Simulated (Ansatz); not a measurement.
**W: geometry relaxation**

The run: geometry relaxation of W (Im-3m, 1 atom in the cell). Method and program: DFT PBE, scalar-relativistic, plane waves, PAW, no spin polarisation (Ansatz 0.2.0).

The structure derives from a Materials Project entry. It belongs to a series of runs on one base structure; here: relaxed at -3 GPa. Figures and captions count atoms from 1; the log counts them from 0 in places.

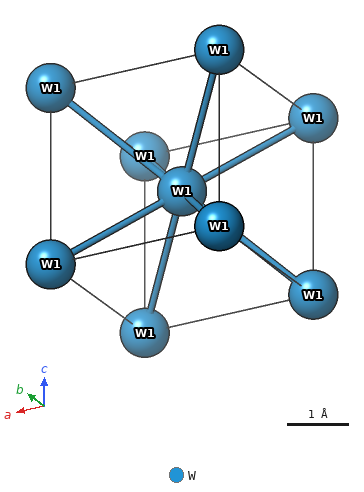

Fig. 1: The starting structure (ball-and-stick view of the cell 2 times as large as that of the calculation, set on its symmetry axes, seen at an oblique angle; atoms are numbered from 1 in the order of the input). An atom can appear more than once, as a periodic image. Near neighbours in the periodic cell (some may lie outside the picture): W has 8 W at 2.78 Å.

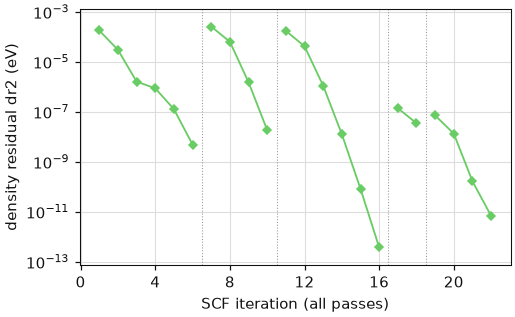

Fig. 2: Convergence of the self-consistent field: density residual dr2 against the SCF iteration. The dotted lines part the SCF passes of the relaxation: geometry steps, rejected trials and re-solves on a re-selected basis. The 5 passes take 2 to 6 iterations each, 22 in all.

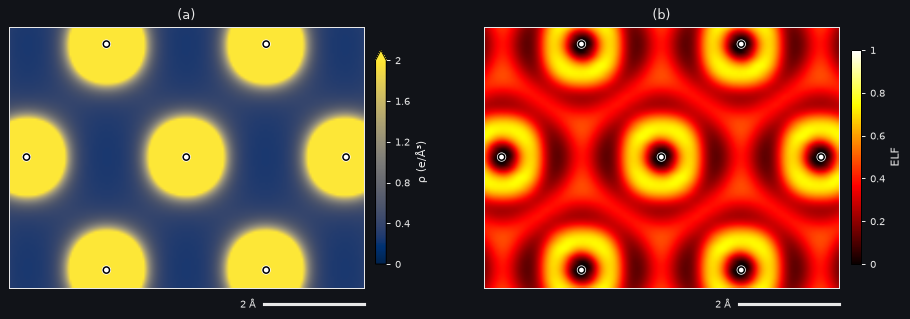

Fig. 3: (a) valence charge density (pseudo); (b) ELF on the (101̄) plane of the conventional cell. Circles mark the nuclei in the plane (W). Atoms in the plane: W. W–W (2.77 Å): ρ at the midpoint is about 0.4 e/Å³; the ELF is about 0.40 at the midpoint (metallic bonding. Away from the nuclei the density in this plane falls to 0.26 e/Å³ at its lowest. The strong features right at W lie inside the PAW spheres (semicore, d or f shells) and say nothing about bonding. In a PAW calculation such maps are meaningful between the atoms, not at the nuclei.

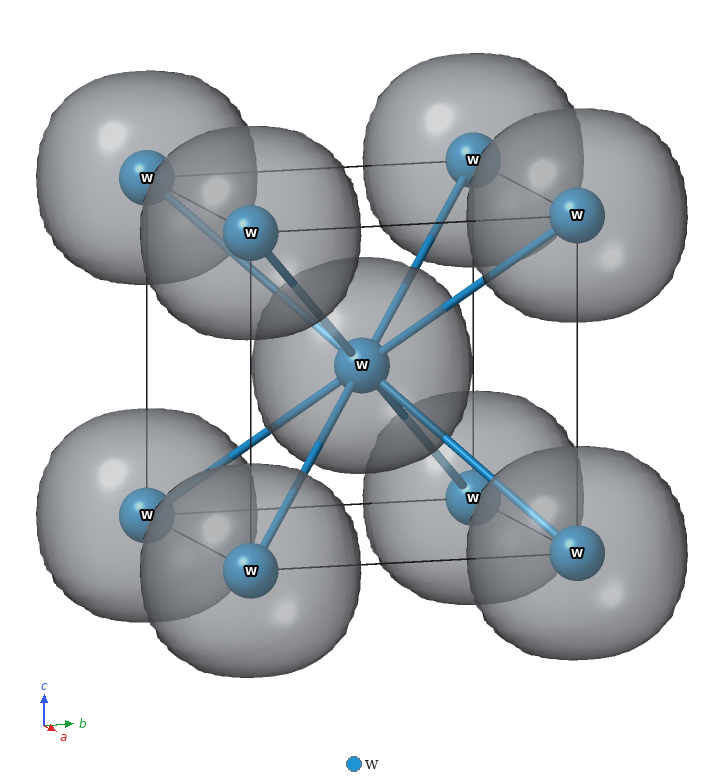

Fig. 4: Isosurface of the valence pseudo-density at 0.6 e/Å³ (grey), seen slightly off an axis. Sticks mark near contacts. The outline is the cell set on symmetry axes. At this value the density breaks into separate islands; it holds about 70 % of the electrons treated as valence (semicore included). It is pinched off along the W–W (2.77 Å) contacts. On the grid the lowest density along these lines, outside the cores, is 0.4 e/Å³ (W–W, 2.77 Å).

The input that produced these results follows, with the program's output.

### Input
```yaml
crystal:
  lattice:
    - [-1.6068798726, 1.6068798726, 1.6068798726]
    - [1.6068798726, -1.6068798726, 1.6068798726]
    - [1.6068798726, 1.6068798726, -1.6068798726]
  atoms:
    - { symbol: W, position: [0.0, 0.0, 0.0] }
basis:
  ecutwfc: 420
kpoints:
  mp_grid: { grid: [18, 18, 18] }
hamiltonian:
  xc: pbe
scf:
  occupations: { method: gaussian, width: 0.1 }
output:
  forces: true
  stress: true
  eigenvalues: true
  write_density: true
  write_potential: true
  elf: true
  volumetric_format: npy
relax:
  adjacent_minimum: "off"
  f_tol: 0.008
  max_steps: 50
  cell: { stress_tol: 0.08, p_target: -3.0 }
```

Command:
```bash
ansatz run input.yaml --threads 1 --pin off --max-ram 2560MiB --backend cpu --events-out ev --progress --plain --runs-dir out
```

### Output
```
Engine: ansatz 0.2.0, x86_64-unknown-linux-gnu
Pseudopotentials: kind: paw
Pseudopotential: W, paw, valence charge 14, recommended cutoff 420 eV (normal), W.paw.azcp
Functional definition: PBE
  parameter kappa = 0.804
  parameter beta = 0.06672455060314922
  exchange = pbe_x(kappa = kappa, mu = beta*pi^2/3)
  correlation = pbe_c(beta = beta)
Crystal: 1 atoms, lattice volume = 16.596 Å³
Basis set: ecut = 420 eV, 321 PW (Γ), exchange–correlation on 40×40×40 points (8 copies of the dense FFT grid, shifted against one another)
Bands: 11, of which v1, the nominal top of the filled ones, is band 7 counted from 1 (6 counted from 0)
Symmetry: 48 space group operations
Space group: Im-3m (ITA 229), of the structure as read, at distance tolerance 2.6e-5 Å
k-points: 195 of 5832
Non-local potential: W, projectors of the file, l = 0: 3, l = 1: 2, l = 2: 2, l = 3: 1
PAW form: soft (Blöchl's): semilocal exchange-correlation on the pseudo side does not see the compensation charge
PAW one-centre angular grid: W, 590 points (default); XC on 64 Gauss nodes
Initial density: superposition of atomic densities (neutral atoms: chi_scale 0, normalization atom), corrected by the library's trained network
Initial wavefunctions: pseudopotential atomic-orbital guess
Functional: x = pbe(κ = 0.804, μ = 0.2195149727645171), c = pbe(β = 0.06672455060314922)
SCF iter   1: F=—  HF=-10384.807839 eV  |F-HF|=—  |Δ(HF+E_count)|=         —  Δρ=1.60e-3  dr2=1.79e-4  ethr=1.77e-3  ⟨swp⟩=5.0  Hψ=11257  notcnv=0
preconditioner: auto → none  [metal: Δε(μ)=0.022 eV  Ē_g=8.629 eV  σ=0.100 eV  W_gap=0.13  n_scr=0 (ndim 8)  ℏωp=22.3 eV  f_vac=0.000  D(μ)=0.75/eV (n_scr^D=12)]
SCF iter   2: F=—  HF=-10384.807650 eV  |F-HF|=—  |Δ(HF+E_count)|=   1.88e-4  Δρ=7.82e-4  dr2=3.01e-5  ethr=1.28e-6  ⟨swp⟩=2.4  Hψ=4900  notcnv=0
SCF iter   3: F=—  HF=-10384.807681 eV  |F-HF|=—  |Δ(HF+E_count)|=   3.02e-5  Δρ=1.38e-4  dr2=1.61e-6  ethr=2.15e-7  ⟨swp⟩=2.0  Hψ=3185  notcnv=0
SCF iter   4: F=—  HF=-10384.807681 eV  |F-HF|=—  |Δ(HF+E_count)|=   4.71e-7  Δρ=8.15e-5  dr2=8.68e-7  ethr=1.15e-8  ⟨swp⟩=2.0  Hψ=3506  notcnv=0
SCF iter   5: F=—  HF=-10384.807681 eV  |F-HF|=—  |Δ(HF+E_count)|=   3.17e-7  Δρ=3.13e-5  dr2=1.27e-7  ethr=6.20e-9  ⟨swp⟩=2.7  Hψ=3317  notcnv=0
SCF iter   6: F=-10384.807681 eV  HF=-10384.807681 eV  |F-HF|=3.86e-9  |Δ(HF+E_count)|=   5.22e-8  Δρ=6.09e-6  dr2=4.86e-9  ethr=7.14e-10  ⟨swp⟩=8.3  Hψ=11185  notcnv=0
SCF 1 converged in 6 iterations: F = -10384.807681 eV  dr2 = 4.86e-9
  greatest PAW one-centre occupation: 1.000 electrons in one spin orbital (limit 2), on the W atom at site 0 (counted from 0), in its partial waves of l = 0
relax step   1: F+E_penalty+E_count = -10384.80768063 eV  Δ(F+E_penalty+E_count) = +0.000e0 eV  max|allowed force component| = 0.000e0 eV/Å  Δτ_max = 0.0000 Å  P = -8.119 GPa  Ω = 16.596 Å³  (6 SCF iters, dr2 threshold 1.00e-7 eV, accepted)
Crystal: 1 atoms, lattice volume = 15.412 Å³
Initial density: handed on by an earlier stage of this run
Initial wavefunctions: those handed on with the density
iter 1 solved again at ethr=1.79e-6 eV; its pass at ethr=3.10e-3 eV (dr2=2.51e-4 eV) is discarded
SCF iter   1: F=—  HF=-10384.786712 eV  |F-HF|=—  |Δ(HF+E_count)|=         —  Δρ=2.64e-3  dr2=2.57e-4  ethr=1.79e-6  ⟨swp⟩=2.0  Hψ=16321  notcnv=0
preconditioner: auto → none  [metal: Δε(μ)=0.015 eV  Ē_g=9.329 eV  σ=0.100 eV  W_gap=0.08  n_scr=0 (ndim 8)  ℏωp=23.2 eV  f_vac=0.000  D(μ)=0.68/eV (n_scr^D=0)]
SCF iter   2: F=—  HF=-10384.786894 eV  |F-HF|=—  |Δ(HF+E_count)|=   1.83e-4  Δρ=1.33e-3  dr2=6.32e-5  ethr=1.79e-6  ⟨swp⟩=1.5  Hψ=2520  notcnv=0
SCF iter   3: F=—  HF=-10384.786970 eV  |F-HF|=—  |Δ(HF+E_count)|=   7.52e-5  Δρ=1.28e-4  dr2=1.52e-6  ethr=4.51e-7  ⟨swp⟩=2.1  Hψ=2524  notcnv=0
SCF iter   4: F=-10384.786969 eV  HF=-10384.786969 eV  |F-HF|=4.78e-9  |Δ(HF+E_count)|=   3.36e-7  Δρ=2.04e-5  dr2=1.84e-8  ethr=7.14e-10  ⟨swp⟩=6.7  Hψ=12639  notcnv=0
SCF 2 converged in 4 iterations: F = -10384.786969 eV  dr2 = 1.84e-8
relax step   2: F+E_penalty+E_count = -10384.78696922 eV  Δ(F+E_penalty+E_count) = +2.071e-2 eV  max|allowed force component| = 0.000e0 eV/Å  Δτ_max = 0.0000 Å  P = +15.403 GPa  Ω = 15.412 Å³  energy of the carried Pulay correction = +5.268e-4 eV  (4 SCF iters, dr2 threshold 1.00e-7 eV, rejected (line search))
Crystal: 1 atoms, lattice volume = 16.323 Å³
iter 1 solved again at ethr=1.36e-6 eV; its pass at ethr=3.10e-3 eV (dr2=1.91e-4 eV) is discarded
SCF iter   1: F=—  HF=-10384.817579 eV  |F-HF|=—  |Δ(HF+E_count)|=         —  Δρ=2.05e-3  dr2=1.72e-4  ethr=1.36e-6  ⟨swp⟩=2.1  Hψ=16085  notcnv=0
preconditioner: auto → none  [metal: Δε(μ)=0.021 eV  Ē_g=8.787 eV  σ=0.100 eV  W_gap=0.12  n_scr=0 (ndim 8)  ℏωp=22.5 eV  f_vac=0.000  D(μ)=0.73/eV (n_scr^D=12)]
SCF iter   2: F=—  HF=-10384.817699 eV  |F-HF|=—  |Δ(HF+E_count)|=   1.20e-4  Δρ=1.03e-3  dr2=4.18e-5  ethr=1.23e-6  ⟨swp⟩=1.5  Hψ=2735  notcnv=0
SCF iter   3: F=—  HF=-10384.817746 eV  |F-HF|=—  |Δ(HF+E_count)|=   4.73e-5  Δρ=1.07e-4  dr2=1.10e-6  ethr=2.99e-7  ⟨swp⟩=2.2  Hψ=2570  notcnv=0
SCF iter   4: F=—  HF=-10384.817747 eV  |F-HF|=—  |Δ(HF+E_count)|=   8.15e-7  Δρ=1.64e-5  dr2=1.26e-8  ethr=7.83e-9  ⟨swp⟩=2.1  Hψ=3247  notcnv=0
SCF iter   5: F=—  HF=-10384.817747 eV  |F-HF|=—  |Δ(HF+E_count)|=  8.15e-10  Δρ=7.77e-7  dr2=8.26e-11  ethr=9.02e-11  ⟨swp⟩=2.0  Hψ=3493  notcnv=0
SCF iter   6: F=-10384.817747 eV  HF=-10384.817747 eV  |F-HF|=7.28e-12  |Δ(HF+E_count)|=  1.27e-11  Δρ=5.28e-8  dr2=3.73e-13  ethr=1.00e-12  ⟨swp⟩=6.0  Hψ=8133  notcnv=0
SCF 3 converged in 6 iterations: F = -10384.817747 eV  dr2 = 3.73e-13
relax step   3: F+E_penalty+E_count = -10384.81774687 eV  Δ(F+E_penalty+E_count) = -1.007e-2 eV  max|allowed force component| = 0.000e0 eV/Å  Δτ_max = 0.0000 Å  P = -3.490 GPa  Ω = 16.323 Å³  energy of the carried Pulay correction = +1.181e-4 eV  (6 SCF iters, accepted)
Crystal: 1 atoms, lattice volume = 16.296 Å³
iter 1 solved again at ethr=3.21e-9 eV; its pass at ethr=3.10e-3 eV (dr2=4.49e-7 eV) is discarded
SCF iter   1: F=—  HF=-10384.818312 eV  |F-HF|=—  |Δ(HF+E_count)|=         —  Δρ=5.86e-5  dr2=1.39e-7  ethr=3.21e-9  ⟨swp⟩=2.2  Hψ=14202  notcnv=0
preconditioner: auto → none  [metal: Δε(μ)=0.020 eV  Ē_g=8.801 eV  σ=0.100 eV  W_gap=0.11  n_scr=0 (ndim 8)  ℏωp=22.5 eV  f_vac=0.000  D(μ)=0.72/eV (n_scr^D=12)]
SCF iter   2: F=-10384.818310 eV  HF=-10384.818310 eV  |F-HF|=3.67e-8  |Δ(HF+E_count)|=   1.59e-6  Δρ=2.97e-5  dr2=3.47e-8  ethr=7.14e-10  ⟨swp⟩=6.3  Hψ=11123  notcnv=0
SCF 4 converged in 2 iterations: F = -10384.818310 eV  dr2 = 3.47e-8
relax step   4: F+E_penalty+E_count = -10384.81831015 eV  Δ(F+E_penalty+E_count) = -5.633e-4 eV  max|allowed force component| = 0.000e0 eV/Å  Δτ_max = 0.0000 Å  P = -3.005 GPa  Ω = 16.296 Å³  energy of the carried Pulay correction = +1.299e-4 eV  (2 SCF iters, dr2 threshold 1.00e-7 eV, accepted)
Initial wavefunctions: pseudopotential atomic-orbital guess (no wavefunctions were taken with the density)
iter 1 solved again at ethr=3.93e-8 eV; its pass at ethr=3.10e-3 eV (dr2=5.50e-6 eV) is discarded
SCF iter   1: F=—  HF=-10384.818180 eV  |F-HF|=—  |Δ(HF+E_count)|=         —  Δρ=4.34e-5  dr2=7.10e-8  ethr=3.93e-8  ⟨swp⟩=3.0  Hψ=17434  notcnv=0
SCF iter   2: F=—  HF=-10384.818178 eV  |F-HF|=—  |Δ(HF+E_count)|=   2.59e-6  Δρ=1.97e-5  dr2=1.33e-8  ethr=5.07e-10  ⟨swp⟩=2.6  Hψ=3365  notcnv=0
SCF iter   3: F=—  HF=-10384.818178 eV  |F-HF|=—  |Δ(HF+E_count)|=   1.19e-8  Δρ=1.63e-6  dr2=1.65e-10  ethr=9.47e-11  ⟨swp⟩=2.6  Hψ=3450  notcnv=0
SCF iter   4: F=-10384.818178 eV  HF=-10384.818178 eV  |F-HF|=1.27e-11  |Δ(HF+E_count)|=  1.64e-10  Δρ=4.36e-7  dr2=6.80e-12  ethr=1.00e-12  ⟨swp⟩=6.5  Hψ=9391  notcnv=0
SCF 5 converged in 4 iterations: F = -10384.818178 eV  dr2 = 6.80e-12
relax step   5: F+E_penalty+E_count = -10384.81817777 eV  Δ(F+E_penalty+E_count) = +1.324e-4 eV  max|allowed force component| = 0.000e0 eV/Å  Δτ_max = 0.0000 Å  P = -3.004 GPa  Ω = 16.296 Å³  stress off target by 3.94e-3 GPa  SCF on the basis re-selected at this cell (its energy is not comparable with the rows above)  (4 SCF iters)
basis re-selected at this cell: Δ(F+E_penalty+E_count) = +1.324e-4 eV, ΔP = +0.001 GPa vs the last step (what re-selecting the basis moved, of the pressure what is left beyond the Pulay correction that the steps carried, after the strain that the cell walked since its last selection, with what the two solves' SCF thresholds leave and, on support functions, any second-order correction that the steps lacked; it is no measure of the basis error at this ecutwfc). This SCF's stress stands 3.94e-3 GPa from its target on what of the cell is left free (relax.cell.stress_tol is 8.00e-2 GPa) and its largest allowed force component is 0.00e0 eV/Å (relax.f_tol is 8.00e-3 eV/Å): within both
SCF converged after 4 iterations
Free energy (F): -10384.818178 eV
Harris-Foulkes:  -10384.818178 eV  (|F-HF|=1.27e-11)
Internal energy: -10384.814566 eV  (E = F + TS)
E sigma→0 (E₀):  -10384.816372 eV
Entropy (-TS):   -0.003612 eV (-3.612 meV/atom)
Fermi energy:    21.923859 eV
--- Per-component energies (eV) ---
  E_band       = -90.821685
  E_kinetic    = 449.015171
  E_local      = -617.810060  (includes V_loc(G=0)·N_el)
  E_nonlocal   = 0.249699
  E_hartree    = 220.479624
  E_xc         = -266.656311
  E_vxc        = -238.413459  (∫ρ·V_xc dr)
  E_paw        = -8562.350475  (= ΣΔE_a)
  E_vpaw       = -124.822227  (= ΣTr[D̂ρ^β])
  E_aug_tail   = -0.000067  (compensation charges beyond the density's cutoff)
  E_ewald      = -1607.742147
  E_smearing   = -0.003612  (= −TS)
  E_closure    = 0.000000  (closes the sum)
  Σ components = -10384.818178   (vs F -10384.818178, Δ=0.00e0)
--- Forces (eV/Å), atoms counted from 1 ---
  atom   1  W      0.00000000    -0.00000000     0.00000000
  max |Σ_I F_I| component: 5.14e-32 eV/Å
--- Stress (GPa, compression-positive) ---
       -3.003935      -0.000000       0.000000
        0.000000      -3.003935       0.000000
       -0.000000      -0.000000      -3.003935
  P = ⅓ Tr σ = -3.0039 GPa (-30.039 kbar)
--- Band table (eV; the first three rows and the last of 195) ---
  k-point 0: bands = ["-52.2125", "-15.8526", "-15.8526", "-15.8526", "12.4476", "20.7339", "20.7339", "20.7339", "24.1126", "24.1126", "36.3700"]
  k-point 1: bands = ["-52.2090", "-15.8909", "-15.8646", "-15.8528", "12.5926", "20.6465", "20.7152", "20.8737", "23.9726", "24.1143", "36.4920"]
  k-point 2: bands = ["-52.1987", "-16.0002", "-15.8991", "-15.8532", "13.0123", "20.4046", "20.6327", "21.2883", "23.6706", "24.1258", "36.7954"]
  k-point 194: bands = ["-52.0039", "-16.6816", "-16.6816", "-16.6816", "16.3054", "16.3054", "26.8899", "26.8899", "26.8899", "29.9507", "29.9507"]
--- Relaxed structure (4 steps of the walk, 3 accepted, 1 SCFs on fresh bases) ---
  F+E_penalty+E_count = -10384.81817777 eV   max|allowed force component| = 0.000e0 eV/Å   (the final SCF, on the basis selected at the relaxed cell)
  cell:  # Å, volume = 16.2961 Å³
    - [-1.5971341598500668, 1.5971341598500668, 1.5971341598500668]
    - [1.5971341598500668, -1.5971341598500668, 1.5971341598500668]
    - [1.5971341598500668, 1.5971341598500668, -1.5971341598500668]
  atoms:
    - { symbol: W, position: [0.0, 0.0, 0.0] }
```

### Trajectory as extended XYZ (Å, eV, eV/Å), 5 frames, from step=1 to step=5
```
1
Lattice="-1.6069 1.6069 1.6069 1.6069 -1.6069 1.6069 1.6069 1.6069 -1.6069" Properties=species:S:1:pos:R:3:forces:R:3 step=1 energy=-10384.80768 pressure_GPa=-8.12
W     0.0000    0.0000    0.0000    0.0000   0.0000   0.0000
1
Lattice="-1.5677 1.5677 1.5677 1.5677 -1.5677 1.5677 1.5677 1.5677 -1.5677" Properties=species:S:1:pos:R:3:forces:R:3 step=2 energy=-10384.78697 pressure_GPa=15.40 accepted=F
W     0.0000    0.0000    0.0000    0.0000   0.0000   0.0000
1
Lattice="-1.5980 1.5980 1.5980 1.5980 -1.5980 1.5980 1.5980 1.5980 -1.5980" Properties=species:S:1:pos:R:3:forces:R:3 step=3 energy=-10384.81775 pressure_GPa=-3.49
W     0.0000    0.0000    0.0000    0.0000   0.0000   0.0000
1
Lattice="-1.5971 1.5971 1.5971 1.5971 -1.5971 1.5971 1.5971 1.5971 -1.5971" Properties=species:S:1:pos:R:3:forces:R:3 step=4 energy=-10384.81831 pressure_GPa=-3.00
W     0.0000    0.0000    0.0000    0.0000   0.0000   0.0000
1
Lattice="-1.5971 1.5971 1.5971 1.5971 -1.5971 1.5971 1.5971 1.5971 -1.5971" Properties=species:S:1:pos:R:3:forces:R:3 step=5 energy=-10384.81818 pressure_GPa=-3.00
W     0.0000    0.0000    0.0000    0.0000   0.0000   0.0000
```

### Summary

- outcome: converged
- space group (tolerance 0.01 Å): Im-3m (229)
- electrons treated: 14
- free energy: −10384.8182 eV
- Fermi energy: 21.924 eV
- gap on the k-point mesh: none (metallic)
- pressure: −3.00 GPa
- final volume: 16.30 Å³
- largest force (length of the vector) at the end: under 0.001 eV/Å
- final cell: a = 2.766 Å, b = 2.766 Å, c = 2.766 Å, α = 109.47°, β = 109.47°, γ = 109.47°
- hardware: 1 thread of AMD EPYC (Zen 5), 32 GiB of memory available, shared host
- wall time: 4.1 s
- peak memory: 0.39 GiB

### Remarks

Spin–orbit coupling is left out, which matters for W.
